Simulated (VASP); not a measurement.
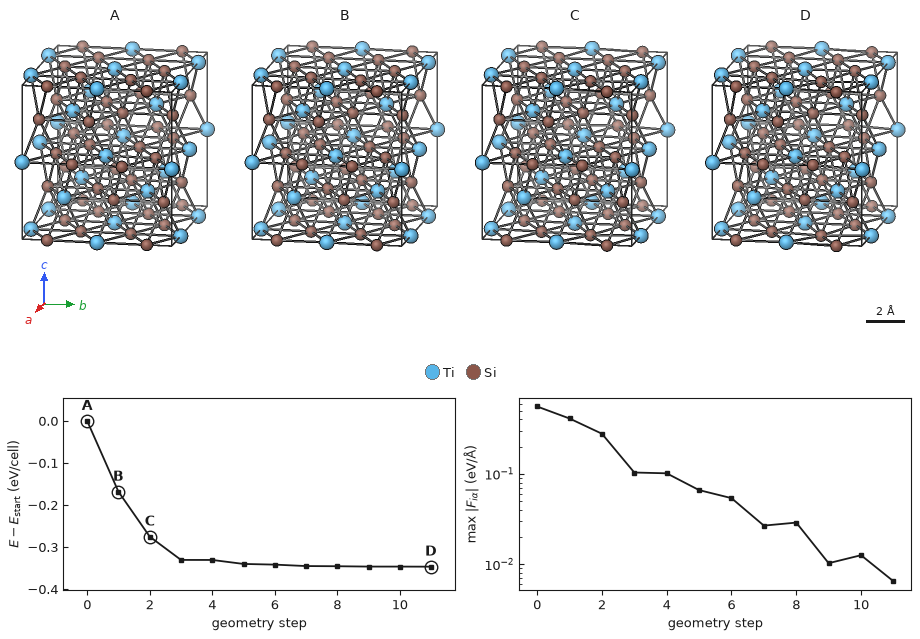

Frames of a relaxation of a defect cell of composition Ti$_{15}$Si$_{32}$, marked on the history of the run. The picture is a ball-and-stick view of the cell of the calculation, seen slightly off an axis.

The run lets the atoms move in a fixed cell.

Level of theory: Kohn-Sham DFT of a periodic cell, PBE, VASP PAW PBE potentials, recommended (VASP 6.6.1).

Input
```
PREC = Accurate
ENCUT = 520
EDIFF = 1E-6
ISMEAR = 1
SIGMA = 0.1
LREAL = False
LASPH = True
NELM = 60
ALGO = Normal
ISIF = 2
LWAVE = False
LCHARG = False
GGA = PE
IBRION = 2
NSW = 40
EDIFFG = -0.01
```

Command:
```bash
cat potpaw_PBE.64/Ti_sv/POTCAR potpaw_PBE.64/Si/POTCAR > POTCAR
mpirun -np 8 vasp_std > vasp.out
```

Describe the path.

Over 11 geometry steps the energy falls by 0.346 eV per cell of the calculation. Largest force component: 0.56 eV/Å at the start, 0.0065 eV/Å at the end. The largest moves, 0.13 Å, are those of Si atoms. By element the largest moves are Si 0.13 Å, Ti 0.04 Å. The cell stays as it was. Among the contacts that change: Si–Si 2.750 → 2.553 Å, Si–Si 2.751 → 2.632 Å, Si–Ti 2.536 → 2.629 Å, Si–Si 2.751 → 2.682 Å. From step 0 to 1: Si atoms move most (0.03 Å), energy −0.168 eV per cell of the calculation. From step 1 to 2: Si atoms move most (0.06 Å), energy −0.107 eV per cell of the calculation. From step 2 to 11: Si atoms move most (0.05 Å), energy −71.4 meV per cell of the calculation.

```
step  E − E(0), meV/atom  largest force component, eV/Å
   0                0.00                         0.5571
   1               -3.58                         0.4105
   2               -5.85                         0.2785
   3               -7.03                         0.1037
   4               -7.03                         0.1016
   5               -7.23                         0.0662
   6               -7.26                         0.0540
   7               -7.34                         0.0268
   8               -7.34                         0.0289
   9               -7.36                         0.0103
  10               -7.36                         0.0126
  11               -7.37                         0.0065
```

Limits of the set-up: the periodic images lie only 8.2 Å apart, so the values are limited by the cell's size.
